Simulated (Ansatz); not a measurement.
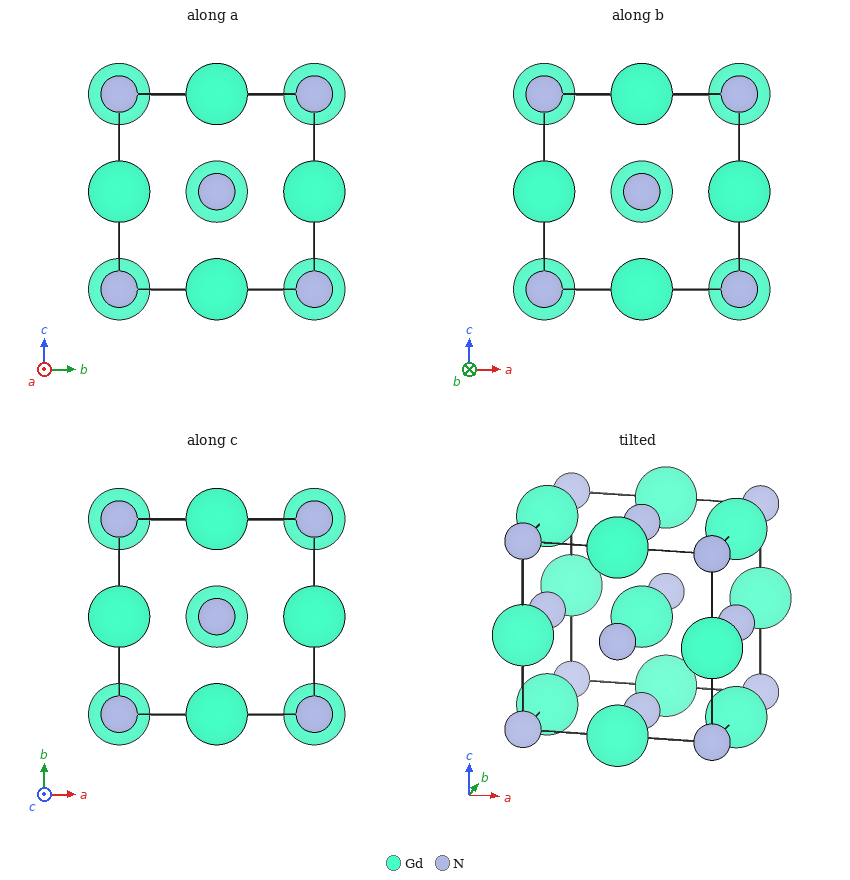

An orthographic spheres-only view of the structure, along the a axis, along the b axis, along the c axis and slightly off an axis. The edges of the conventional unit cell are marked.

Lattice parameters: a = 4.9990 Å, b = 4.9990 Å, c = 4.9990 Å, α = 90.000°, β = 90.000°, γ = 90.000°.

Express the structure as a CIF in P1 with every atom of the cell.

```cif
data_structure
_symmetry_space_group_name_H-M 'P 1'
_symmetry_Int_Tables_number 1
_cell_length_a 4.9990
_cell_length_b 4.9990
_cell_length_c 4.9990
_cell_angle_alpha 90.000
_cell_angle_beta 90.000
_cell_angle_gamma 90.000
_cell_volume 124.92
loop_
_atom_site_label
_atom_site_type_symbol
_atom_site_fract_x
_atom_site_fract_y
_atom_site_fract_z
_atom_site_occupancy
Gd1 Gd 0.5000 0.0000 0.0000 1
N1 N 0.0000 0.0000 0.0000 1
Gd2 Gd 0.5000 0.5000 0.5000 1
N2 N 0.0000 0.5000 0.5000 1
Gd3 Gd 0.0000 0.0000 0.5000 1
N3 N 0.5000 0.0000 0.5000 1
Gd4 Gd 0.0000 0.5000 0.0000 1
N4 N 0.5000 0.5000 0.0000 1
```

Provenance: a structure type known for this compound. Earlier steps of the study may have refined or changed the cell and positions. It was the input of a calculation with Ansatz.
